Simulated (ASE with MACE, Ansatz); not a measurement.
# Site preference of W in place of Co in (20-21) twin boundary in hcp Co with 12 % Ru, 10 of 10 solute atoms at the boundaries (80 atoms)

Aim: make W in place of Co at several sites of (20-21) twin boundary in hcp Co with 12 % Ru, 10 of 10 solute atoms at the boundaries (80 atoms), relax each, and compare their energies.

Program: Ansatz 0.2.0. Level of theory: Kohn-Sham DFT, PBE, PAW (set soft_2), plane waves. Results are calculated unless marked as measured.

## (1) The structure

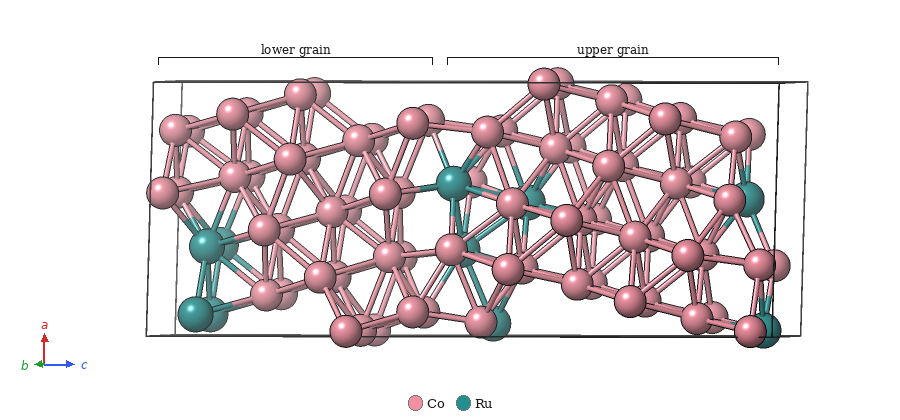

Start, viewed from the side, with the c axis across the page; cobalt pink, ruthenium teal. Some periodic images of atoms are drawn too.

The cell holds 80 atoms: 70 Co and 10 Ru. Cell: a = 8.520 Å, b = 5.030 Å, c = 21.159 Å, α = 90.0°, β = 90.0°, γ = 98.5°. It derives from Co and Ru. Two grains of Co, mirror images, two boundaries a cell, the joint chosen and relaxed with the MACE-MP-0b2 potential; the cell scaled by Vegard's rule for 10 Ru among 80 atoms, 10 of them put at random on the 26 sites nearest the other grain and the rest on the 26 sites farthest from it; atoms relaxed with that potential at fixed cell. Lattice constants are starting values near those of PBE. Regions: lower grain, 40 atoms (34 Co and 6 Ru); upper grain, 40 atoms (4 Ru and 36 Co).

What the set-up can't give: The cell is under 6 Å thick along one periodic direction, so every atom has periodic images of itself close by, which move with it and show among its neighbours and in g(r).

## (2) Single point at the start

The forces at the start show how far the geometry lies from a minimum of this functional.

The input, input.yaml:

```yaml
crystal:
  lattice:
    - [8.52022, 0.0, 0.0]
    - [-0.74232, 4.97472, 0.0]
    - [0.0, 0.0, 21.15943]
  atoms:
    - { symbol: Co, position: [0.56358, 0.42195, 0.00269], spin: 1.7 }
    - { symbol: Co, position: [0.80237, 0.21051, 0.00765], spin: 1.7 }
    - { symbol: Ru, position: [0.08259, 0.2513, 0.05288] }
    - { symbol: Ru, position: [0.35398, 0.07272, 0.05827] }
    - { symbol: Co, position: [0.62661, 0.15605, 0.10397], spin: 1.7 }
    - { symbol: Co, position: [0.87342, 0.46363, 0.11244], spin: 1.7 }
    - { symbol: Co, position: [0.16241, 0.02223, 0.15511], spin: 1.7 }
    - { symbol: Co, position: [0.41725, 0.33741, 0.16188], spin: 1.7 }
    - { symbol: Co, position: [0.69613, 0.41399, 0.20367], spin: 1.7 }
    - { symbol: Co, position: [0.9517, 0.232, 0.20871], spin: 1.7 }
    - { symbol: Co, position: [0.23213, 0.29209, 0.25228], spin: 1.7 }
    - { symbol: Co, position: [0.48862, 0.09919, 0.25717], spin: 1.7 }
    - { symbol: Co, position: [0.77203, 0.18483, 0.30074], spin: 1.7 }
    - { symbol: Co, position: [0.02188, 0.50719, 0.30545], spin: 1.7 }
    - { symbol: Co, position: [0.30874, 0.05223, 0.34625], spin: 1.7 }
    - { symbol: Co, position: [0.56267, 0.35271, 0.35384], spin: 1.7 }
    - { symbol: Co, position: [0.84852, 0.46927, 0.40289], spin: 1.7 }
    - { symbol: Co, position: [0.09231, 0.28623, 0.39563], spin: 1.7 }
    - { symbol: Ru, position: [0.33825, 0.24389, 0.45248] }
    - { symbol: Co, position: [0.60351, 0.06851, 0.45538], spin: 1.7 }
    - { symbol: Ru, position: [0.02347, 0.43899, 0.94609] }
    - { symbol: Co, position: [0.27773, 0.26029, 0.95227], spin: 1.7 }
    - { symbol: Ru, position: [0.53856, 0.22831, 0.90381] }
    - { symbol: Co, position: [0.79284, 0.05428, 0.89711], spin: 1.7 }
    - { symbol: Co, position: [0.07274, 0.16808, 0.8513], spin: 1.7 }
    - { symbol: Co, position: [0.3207, 0.47754, 0.84819], spin: 1.7 }
    - { symbol: Co, position: [0.60556, 0.02374, 0.80335], spin: 1.7 }
    - { symbol: Co, position: [0.8567, 0.34467, 0.79998], spin: 1.7 }
    - { symbol: Co, position: [0.13833, 0.4303, 0.75548], spin: 1.7 }
    - { symbol: Co, position: [0.39277, 0.23994, 0.74929], spin: 1.7 }
    - { symbol: Co, position: [0.67126, 0.29891, 0.70714], spin: 1.7 }
    - { symbol: Co, position: [0.92805, 0.11686, 0.70108], spin: 1.7 }
    - { symbol: Co, position: [0.2066, 0.19732, 0.65785], spin: 1.7 }
    - { symbol: Co, position: [0.45819, 0.51285, 0.65277], spin: 1.7 }
    - { symbol: Co, position: [0.74267, 0.06569, 0.61148], spin: 1.7 }
    - { symbol: Co, position: [0.99315, 0.38277, 0.60391], spin: 1.7 }
    - { symbol: Co, position: [0.26782, 0.46641, 0.55888], spin: 1.7 }
    - { symbol: Ru, position: [0.5249, 0.28082, 0.55642] }
    - { symbol: Co, position: [0.80622, 0.33557, 0.51416], spin: 1.7 }
    - { symbol: Ru, position: [0.04758, 0.13565, 0.50009] }
    - { symbol: Co, position: [0.56324, 0.90814, 0.00125], spin: 1.7 }
    - { symbol: Co, position: [0.80879, 0.71385, 0.01009], spin: 1.7 }
    - { symbol: Ru, position: [0.08491, 0.7537, 0.0523] }
    - { symbol: Ru, position: [0.35091, 0.57086, 0.05921] }
    - { symbol: Co, position: [0.62726, 0.65797, 0.10449], spin: 1.7 }
    - { symbol: Co, position: [0.87427, 0.96642, 0.11236], spin: 1.7 }
    - { symbol: Co, position: [0.16055, 0.5229, 0.15398], spin: 1.7 }
    - { symbol: Co, position: [0.41808, 0.8364, 0.16198], spin: 1.7 }
    - { symbol: Co, position: [0.69741, 0.91405, 0.2038], spin: 1.7 }
    - { symbol: Co, position: [0.94956, 0.73044, 0.20868], spin: 1.7 }
    - { symbol: Co, position: [0.23207, 0.78754, 0.25141], spin: 1.7 }
    - { symbol: Co, position: [0.48882, 0.60045, 0.25862], spin: 1.7 }
    - { symbol: Co, position: [0.76927, 0.68141, 0.30183], spin: 1.7 }
    - { symbol: Co, position: [0.02065, 0.00091, 0.30467], spin: 1.7 }
    - { symbol: Co, position: [0.31186, 0.55615, 0.3505], spin: 1.7 }
    - { symbol: Co, position: [0.56026, 0.86457, 0.35525], spin: 1.7 }
    - { symbol: Co, position: [0.83947, 0.9679, 0.40068], spin: 1.7 }
    - { symbol: Co, position: [0.0964, 0.79032, 0.40091], spin: 1.7 }
    - { symbol: Co, position: [0.34097, 0.75594, 0.45836], spin: 1.7 }
    - { symbol: Ru, position: [0.59963, 0.58064, 0.45111] }
    - { symbol: Co, position: [0.02214, 0.93557, 0.94806], spin: 1.7 }
    - { symbol: Co, position: [0.28325, 0.76819, 0.95231], spin: 1.7 }
    - { symbol: Co, position: [0.53793, 0.73663, 0.90011], spin: 1.7 }
    - { symbol: Co, position: [0.78568, 0.56281, 0.89886], spin: 1.7 }
    - { symbol: Co, position: [0.07154, 0.67808, 0.85033], spin: 1.7 }
    - { symbol: Co, position: [0.32136, 0.97385, 0.84652], spin: 1.7 }
    - { symbol: Co, position: [0.60339, 0.52452, 0.80411], spin: 1.7 }
    - { symbol: Co, position: [0.85775, 0.8436, 0.79816], spin: 1.7 }
    - { symbol: Co, position: [0.13937, 0.93132, 0.75456], spin: 1.7 }
    - { symbol: Co, position: [0.39178, 0.73901, 0.75041], spin: 1.7 }
    - { symbol: Co, position: [0.67115, 0.79887, 0.708], spin: 1.7 }
    - { symbol: Co, position: [0.92738, 0.61426, 0.70134], spin: 1.7 }
    - { symbol: Co, position: [0.20581, 0.695, 0.65824], spin: 1.7 }
    - { symbol: Co, position: [0.45863, 0.0053, 0.6528], spin: 1.7 }
    - { symbol: Co, position: [0.74023, 0.57357, 0.61177], spin: 1.7 }
    - { symbol: Co, position: [0.99419, 0.87981, 0.60451], spin: 1.7 }
    - { symbol: Co, position: [0.26474, 0.96187, 0.55943], spin: 1.7 }
    - { symbol: Co, position: [0.5228, 0.78378, 0.55502], spin: 1.7 }
    - { symbol: Co, position: [0.80462, 0.82831, 0.51405], spin: 1.7 }
    - { symbol: Co, position: [0.05561, 0.63773, 0.50344], spin: 1.7 }
magnetization:
  spin_polarized: true
kpoints:
  mp_grid: { grid: [2, 3, 1] }
hamiltonian:
  xc: pbe
scf:
  occupations: { method: fermi_dirac, width: 0.1 }
  lower_state_search: "off"
output:
  forces: true
```

On the command line:

```bash
ansatz run input.yaml --threads 6 --pin off --max-ram 102400MiB --backend cuda --events-out ev --progress --plain --runs-dir out
```

Numbers of over 12 decimals in the logs are rounded to 6 here.

Output:

```text
[...]
Pseudopotentials: kind: paw
Pseudopotential: Co, paw, valence charge 17, recommended cutoff 420 eV (normal), Co.paw.azcp
Pseudopotential: Ru, paw, valence charge 16, recommended cutoff 420 eV (normal), Ru.paw.azcp
[... 5 lines on functional and potentials left out ...]
concurrent solve slots: 4 of 6 are kept, ahead of what memory takes: no pass of the eigensolver takes more rounds on 4
device memory: the entry about to start is reckoned to put 23.7 GiB on a device that reports 62.9 GiB free
GPU FFT provider: cuFFT
GPU libraries: cuBLAS 13.8.2, cuFFT 12.4.0, cuSOLVER 12.3.4
Crystal: 80 atoms, lattice volume = 896.857 Å³
Basis set: ecut = 420 eV, 17613 PW (Γ), exchange–correlation on 120×72×288 points (8 copies of the dense FFT grid, shifted against one another)
Bands: 882, of which v1, the nominal top of the filled ones, is band 675 counted from 1 (674 counted from 0)
Symmetry: 1 space group operations
Space group: P1 (ITA 1), of the structure as read, at distance tolerance 9.6e-5 Å
Magnetic group: BNS 1.1 (UNI 1), of the structure as read, at distance tolerance 9.6e-5 Å
k-points: 4 of 6 (time reversal used)
[... 5 lines on functional and potentials left out ...]
Initial density: superposition of atomic densities (chi_scale 0.1, normalization cell)
Starting moments: Σ|m| = 119 μB on 70 of 80 sites
Initial wavefunctions: pseudopotential atomic-orbital guess
GPU buffer pool allocated for 311040 grid points (all kernels)
GPU transforms: local potential and band sums: pruned to the plane-wave sphere, on 60×36×144
[...]
SCF iter   1: F=—  HF=-417657.981088 eV  |F-HF|=—  |Δ(HF+E_count)|=         —  Δρ=1.12e-1 (↑8.90e-2 ↓1.12e-1)  dr2=1.14e3  dr2_m=1.33e1  M=81.150 μB ∫|m|=87.749 μB  β_m=0.30  ethr=3.10e-3  ⟨swp⟩=4.0  Hψ=20722  notcnv=0  defer=544
preconditioner: auto → Kerker (q_TF=auto, 2.921 Å⁻¹)  [metal: Δε(μ)=0.003 eV  Ē_g=8.018 eV  σ=0.100 eV  W_gap=0.01  n_scr=374 (ndim 8)  ℏωp=33.0 eV  f_vac=0.000  D(μ)=90.47/eV (n_scr^D=1192)]
spin=Collinear: Kerker preconditioning applied to the charge; magnetization (m = ρ↑ − ρ↓) channel mixes plain (no charge-response kernel on spin).
SCF iter   2: F=—  HF=-417614.120898 eV  |F-HF|=—  |Δ(HF+E_count)|=    4.39e1  Δρ=6.86e-2 (↑3.92e-2 ↓6.86e-2)  dr2=7.23e1  dr2_m=3.50e0  M=101.540 μB ∫|m|=105.788 μB  β_m=0.30  ethr=3.10e-3  ⟨swp⟩=2.0  Hψ=13724  notcnv=0  defer=892
SCF iter   3: F=—  HF=-417609.946997 eV  |F-HF|=—  |Δ(HF+E_count)|=    4.17e0  Δρ=5.69e-2 (↑2.05e-2 ↓5.69e-2)  dr2=5.64e1  dr2_m=4.74e0  M=99.818 μB ∫|m|=105.226 μB  β_m=0.30  ethr=3.10e-3  ⟨swp⟩=2.0  Hψ=9861  notcnv=0  defer=874
[...]
SCF iter  10: F=—  HF=-417609.572706 eV  |F-HF|=—  |Δ(HF+E_count)|=   6.44e-2  Δρ=8.18e-3 (↑8.18e-3 ↓7.01e-3)  dr2=1.31e-1  dr2_m=4.47e-1  M=106.052 μB ∫|m|=114.851 μB  β_m=0.30  ethr=8.26e-6  ⟨swp⟩=1.4  Hψ=6860  notcnv=0  defer=860
Mixer restart at iter 10: flushing history
spin-set hold released at iteration 10 (site moments contracting): the magnetisation degrees of freedom join the quasi-Newton model from the next iteration; the mixer history was flushed
SCF iter  11: F=—  HF=-417609.640512 eV  |F-HF|=—  |Δ(HF+E_count)|=   6.78e-2  Δρ=7.20e-3 (↑7.17e-3 ↓7.20e-3)  dr2=4.53e-1  dr2_m=3.43e-1  M=106.539 μB ∫|m|=115.552 μB  β_m=0.60  ethr=8.26e-6  ⟨swp⟩=2.0  Hψ=9664  notcnv=0  defer=860
SCF iter  12: F=—  HF=-417609.941575 eV  |F-HF|=—  |Δ(HF+E_count)|=   3.01e-1  Δρ=2.29e-2 (↑9.07e-3 ↓2.29e-2)  dr2=1.08e1  dr2_m=6.33e-1  M=107.190 μB ∫|m|=116.549 μB  β_m=0.12  ethr=8.26e-6  ⟨swp⟩=2.0  Hψ=12383  notcnv=0  defer=860  recentre
[...]
SCF iter  41: F=—  HF=-417609.705917 eV  |F-HF|=—  |Δ(HF+E_count)|=   2.21e-9  Δρ=3.03e-6 (↑1.53e-6 ↓3.03e-6)  dr2=1.37e-7  dr2_m=1.28e-8  M=109.247 μB ∫|m|=119.354 μB  β_m=0.27  ethr=1.77e-11  ⟨swp⟩=1.0  Hψ=6194  notcnv=0  defer=862
SCF iter  42: F=-417609.705917 eV  HF=-417609.705917 eV  |F-HF|=5.31e-8  |Δ(HF+E_count)|=   4.89e-9  Δρ=2.28e-6 (↑1.07e-6 ↓2.28e-6)  dr2=6.53e-8  dr2_m=8.69e-9  M=109.247 μB ∫|m|=119.353 μB  ethr=7.41e-12  ⟨swp⟩=2.0  Hψ=12544  notcnv=0
SCF 1 converged in 42 iterations: F = -417609.705917 eV  dr2 = 6.53e-8
[...]
SCF converged after 42 iterations
Magnetization: 109.2466 μB (729.6233 up, 620.3767 down)
Absolute magnetization: 119.3900 μB (∫|ρ↑−ρ↓|, with the PAW one-centre terms)
Spin contamination: 2.4711 ħ² per cell (⟨S²⟩ above its minimum at these occupations)
Per-site moments (μB) at R_I (Å): [(1.202047, 0.950565), (1.593020, 0.973350), (-0.034487, 1.013512), (0.077587, 0.989609), (1.570980, 1.000884), [...]
Free energy (F): -417609.705917 eV
Harris-Foulkes:  -417609.705917 eV  (|F-HF|=5.31e-8)
Internal energy: -417606.572850 eV  (E = F + TS)
E sigma→0 (E₀):  -417608.139383 eV
Entropy (-TS):   -3.133067 eV (-39.163 meV/atom)
Fermi energy:    19.422137 eV
--- Per-component energies (eV) ---
[...]
Σ components = -417609.705917   (vs F -417609.705917, Δ=0.00e0)
--- Forces (eV/Å), atoms counted from 1 ---
  atom   1  Co     0.29237421    -0.25185924     0.19077584
  atom   2  Co    -0.02562230    -0.07045520     0.43200197
  atom   3  Ru     0.47598510    -0.21187369    -0.44563264
  atom   4  Ru    -0.60449496    -0.03855497     0.24706727
[...]
atom  80  Co    -0.01238155    -0.06838051    -0.03411475
  max |Σ_I F_I| component: 1.39e-5 eV/Å
```

Wall time 13 s (1 × NVIDIA H100 80GB HBM3 with 6 threads of AMD EPYC 7R13 (Zen 3), shared host); peak memory 1.5 GiB.

That memory is the host's; the program planned 23.7 GiB on the GPU.

The r.m.s. force at the start is 0.17 eV/Å.

## (3) Relaxation

The atoms are relaxed in the fixed cell, aiming at the force tolerance of the input.

The input, input.yaml:

```yaml
crystal:
  lattice:
    - [8.52022, 0.0, 0.0]
    - [-0.74232, 4.97472, 0.0]
    - [0.0, 0.0, 21.15943]
  atoms:
    [... the 80 atom lines of step 2 ...]
magnetization:
  spin_polarized: true
kpoints:
  mp_grid: { grid: [2, 3, 1] }
hamiltonian:
  xc: pbe
scf:
  occupations: { method: fermi_dirac, width: 0.1 }
  lower_state_search: "off"
output:
  forces: true
relax:
  f_tol: 0.05
  max_steps: 150
```

Output:

```text
[...]
GPU FFT provider: cuFFT
GPU libraries: cuBLAS 13.8.2, cuFFT 12.4.0, cuSOLVER 12.3.4
Crystal: 80 atoms, lattice volume = 896.857 Å³
Basis set: ecut = 420 eV, 17613 PW (Γ), exchange–correlation on 120×72×288 points (8 copies of the dense FFT grid, shifted against one another)
Bands: 882, of which v1, the nominal top of the filled ones, is band 675 counted from 1 (674 counted from 0)
Symmetry: 1 space group operations
[...]
k-points: 4 of 6 (time reversal used)
[...]
Starting moments: Σ|m| = 119 μB on 70 of 80 sites
[...]
GPU buffer pool allocated for 311040 grid points (all kernels)
[...]
SCF iter   1: F=—  HF=-417657.981085 eV  |F-HF|=—  |Δ(HF+E_count)|=         —  Δρ=1.12e-1 (↑8.90e-2 ↓1.12e-1)  dr2=1.14e3  dr2_m=1.33e1  M=81.150 μB ∫|m|=87.749 μB  β_m=0.30  ethr=3.10e-3  ⟨swp⟩=4.0  Hψ=20722  notcnv=0  defer=544
[...]
SCF iter  29: F=-417609.705903 eV  HF=-417609.705918 eV  |F-HF|=1.43e-5  |Δ(HF+E_count)|=   2.58e-6  Δρ=2.93e-5 (↑2.13e-5 ↓2.93e-5)  dr2=1.59e-5  dr2_m=2.38e-6  M=109.245 μB ∫|m|=119.352 μB  ethr=4.63e-9  ⟨swp⟩=1.5  Hψ=13506  notcnv=0
SCF 1 converged in 29 iterations: F = -417609.705903 eV  dr2 = 1.59e-5
[...]
relax step   1: F+E_penalty+E_count = -417609.70590329 eV  Δ(F+E_penalty+E_count) = +0.000e0 eV  max|allowed force component| = 9.088e-1 eV/Å  Δτ_max = 0.0000 Å  (29 SCF iters, dr2 threshold 6.25e-5 eV, accepted)
[...]
relax step   2: F+E_penalty+E_count = -417609.96555688 eV  Δ(F+E_penalty+E_count) = -2.597e-1 eV  max|allowed force component| = 3.335e-1 eV/Å  Δτ_max = 0.0497 Å  (14 SCF iters, dr2 threshold 5.16e-5 eV, accepted)
[...]
relax step   3: F+E_penalty+E_count = -417610.28603208 eV  Δ(F+E_penalty+E_count) = -3.205e-1 eV  max|allowed force component| = 1.676e-1 eV/Å  Δτ_max = 0.2000 Å  (22 SCF iters, dr2 threshold 6.95e-6 eV, accepted)
[...]
relax step   4: F+E_penalty+E_count = -417610.43597011 eV  Δ(F+E_penalty+E_count) = -1.499e-1 eV  max|allowed force component| = 1.831e-1 eV/Å  Δτ_max = 0.2000 Å  (25 SCF iters, dr2 threshold 3.78e-6 eV, accepted)
[...]
relax step   5: F+E_penalty+E_count = -417610.41532702 eV  Δ(F+E_penalty+E_count) = +2.064e-2 eV  max|allowed force component| = 3.690e-1 eV/Å  Δτ_max = 0.1950 Å  (25 SCF iters, dr2 threshold 8.47e-6 eV, rejected (line search))
[...]
relax step   6: F+E_penalty+E_count = -417610.47557625 eV  Δ(F+E_penalty+E_count) = -3.961e-2 eV  max|allowed force component| = 3.055e-2 eV/Å  Δτ_max = 0.0975 Å  (29 SCF iters, accepted)
SCF converged after 29 iterations
Magnetization: 107.7191 μB (728.8596 up, 621.1404 down)
Absolute magnetization: 118.0388 μB (∫|ρ↑−ρ↓|, with the PAW one-centre terms)
[...]
Per-site moments (μB) at R_I (Å): [(1.042836, 0.937385), (1.476336, 0.978294), (-0.033221, 1.025545), (0.051938, 1.022965), (1.533149, 1.003309), [...]
Free energy (F): -417610.475576 eV
[...]
Internal energy: -417607.417301 eV  (E = F + TS)
E sigma→0 (E₀):  -417608.946438 eV
Entropy (-TS):   -3.058276 eV (-38.228 meV/atom)
Fermi energy:    19.409587 eV
[...]
--- Forces (eV/Å), atoms counted from 1 ---
  atom   1  Co    -0.00679875     0.00693181    -0.02115657
  atom   2  Co    -0.00600556     0.00011575     0.01940636
  atom   3  Ru    -0.01242230     0.00969956    -0.01234568
  atom   4  Ru     0.01323326     0.00211955     0.00145965
  atom   5  Co     0.00123317    -0.00255817     0.01304194
  atom   6  Co     0.00218564    -0.00632483     0.00428729
  atom   7  Co     0.00685301    -0.01159699    -0.00765332
  atom   8  Co     0.00258594    -0.00603674    -0.00218585
  atom   9  Co     0.00577378    -0.00427352    -0.00178952
  atom  10  Co    -0.00328016    -0.00272622    -0.00277325
  atom  11  Co     0.00809670    -0.00466234    -0.00342807
  atom  12  Co    -0.00159463    -0.00533306    -0.00894873
  atom  13  Co     0.00182277    -0.01165096    -0.00193402
  atom  14  Co    -0.00011134    -0.00173092    -0.00659616
[...]
atom  79  Co    -0.00060396     0.00524024     0.00999902
  atom  80  Co     0.00012172     0.00978341    -0.00455389
  max |Σ_I F_I| component: 7.65e-6 eV/Å
--- Relaxed structure (6 steps of the walk, 5 accepted, 0 SCFs on fresh bases) ---
  F+E_penalty+E_count = -417610.47557625 eV   max|allowed force component| = 3.055e-2 eV/Å
  atoms:
    - { symbol: Co, position: [0.579340, 0.335612, 0.00616039] }
    - { symbol: Co, position: [0.814907, 0.139599, 0.015627] }
    - { symbol: Ru, position: [0.098528, 0.211708, 0.051487] }
    - { symbol: Ru, position: [0.363313, 0.029486, 0.058529] }
[...]
- { symbol: Co, position: [0.047494, 0.696472, 0.504286] }
```

Elapsed: 46 s, on 1 × NVIDIA H100 80GB HBM3 with 6 threads; peak memory 1.7 GiB; 2.2 min of CPU time.

That memory is the host's; the program planned 23.7 GiB on the GPU.

The relaxation converged after 6 steps, 0.770 eV below its start, with a largest force component of 0.031 eV/Å.

[end of part 1 of 4]

[Logs are printed without paths, hosts, clocks, repeated set-up lines and the standing remarks that a program may print on its own settings, such as how far it seeks lower states.]

[Hosts, paths, dates, database ids (printed as entryN), source tags and the programs' standing remarks are cut or masked in the printed files.]
